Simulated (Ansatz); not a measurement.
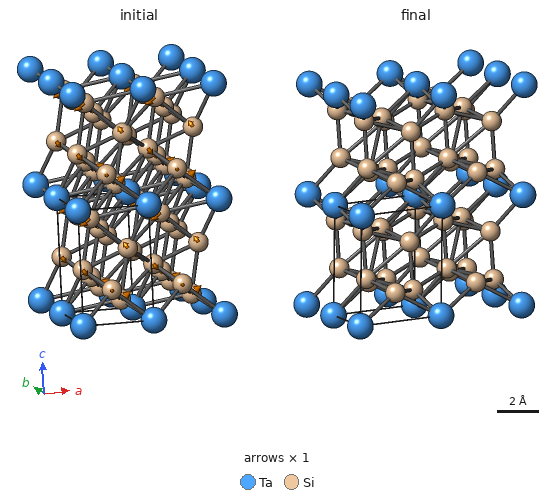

The structure of a crystal of TaSi6 (a generated structure, set up in P-1) (coarse preliminary run) before (left) and after (right) a relaxation, at one scale. The orange arrows give the displacements (the part carried along by the change of the cell is left out), at their true length.

The picture is a ball-and-stick view of the cell of the calculation, repeated 2 × 2 × 2 with one cell outlined, seen slightly off an axis.

Theory: DFT PBE, scalar-relativistic, plane waves, PAW in Ansatz 0.2.0. (plane-wave cutoff 420 eV; k-point mesh 4 × 4 × 4; occupations gaussian; smearing width 0.1 eV; no spin polarisation; cell and atoms relaxed; force threshold 0.04 eV/Å; at most 70 steps)

Q: Summarise the run.

A: The largest moves relative to the cell, 0.66 Å, are those of Si atoms. Ta stays in place. The volume changes by +6.7 %, with a 4.339 → 4.660 Å (+7.4 %), b 4.732 → 4.666 Å (−1.4 %), c 5.747 → 5.478 Å (−4.7 %), α 77.6° → 79.6°, β 85.9° → 80.9°, γ 66.6° → 75.8°. Near-neighbour distances that change, for instance: Si–Si 2.753 → 3.953 Å, Si–Ta 2.990 → 4.152 Å, Si–Si 2.565 → 3.141 Å, Si–Si 3.455 → 2.893 Å. Bond angles that change, for instance: Ta–Si–Si 70.3° → 107.7°, Si–Si–Si 115.9° → 148.9°, Si–Si–Si 172.9° → 140.0°. The space group stays P-1 (No. 2). The energy falls by 94.5 meV per atom in 11 accepted moves (15 points after the start). Largest force component: 0.23 eV/Å at the start, 0.0063 eV/Å at the end. The pressure goes from 0.50 to 0.11 GPa. The line search rejected the trial steps at points 4, 9, 11 of the run. The SCF was repeated once at an unchanged geometry on a basis and grid sized afresh for the cell, which shifted the energy by 2.4 meV per atom at most.
